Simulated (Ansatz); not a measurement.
System: a (001) slab cut from P (Cmce), 16 atoms in the cell. Starting structure of the relaxation:

```
P
1.0
     6.64505    0.00000    0.00000
    -1.66126    5.09576    0.00000
     0.00000    0.00000   24.73451
P
16
Direct
  0.44681 0.78724 0.34365
  0.94681 0.78724 0.34365
  0.19681 0.78724 0.40366
  0.69681 0.78724 0.40366
  0.30319 0.21276 0.42788
  0.80319 0.21276 0.42788
  0.05319 0.21276 0.48789
  0.55319 0.21276 0.48789
  0.44681 0.78724 0.51211
  0.94681 0.78724 0.51211
  0.19681 0.78724 0.57212
  0.69681 0.78724 0.57212
  0.30319 0.21276 0.59634
  0.80319 0.21276 0.59634
  0.05319 0.21276 0.65635
  0.55319 0.21276 0.65635
```

Method: DFT PBE+D3(BJ), scalar-relativistic, plane waves, PAW, no spin polarisation, 5×6×1 k mesh, 420 eV cutoff, Gaussian smearing of 0.1 eV (Ansatz).

What does the potential across the slab give for the work function?

The work function is 5.15 eV at the right face and 5.23 eV at the left. The vacuum levels differ by 0.09 eV, so the slab carries a dipole along its normal. Some atoms were held fixed in the relaxation, which can itself make the faces differ. The outermost atoms are 7.4 Å apart, which leaves 17.3 Å of vacuum in a cell 24.7 Å high.

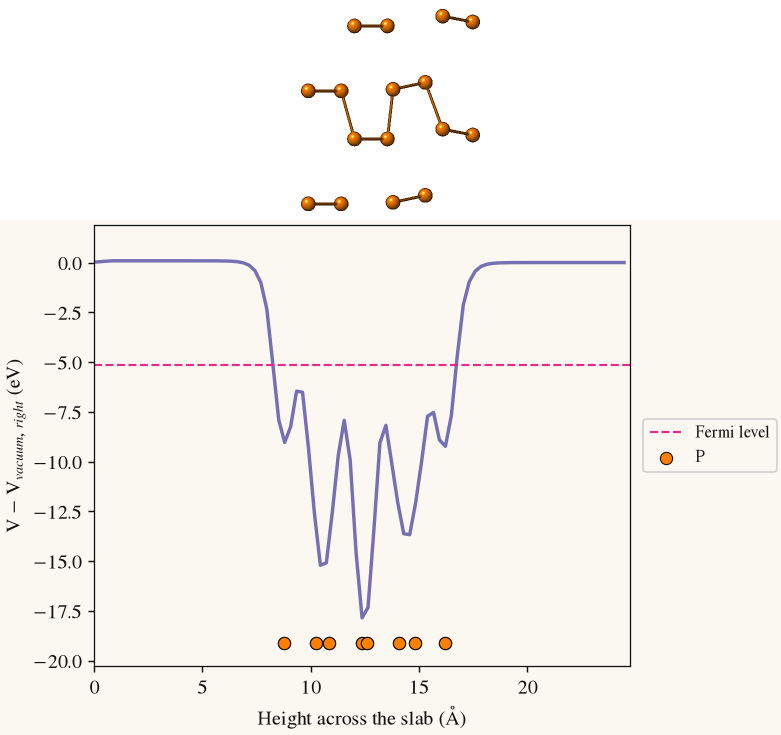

Plane-averaged electrostatic potential energy of an electron across the slab; circles at the bottom mark the heights of the atoms (positions after relaxation). The structure is drawn too.
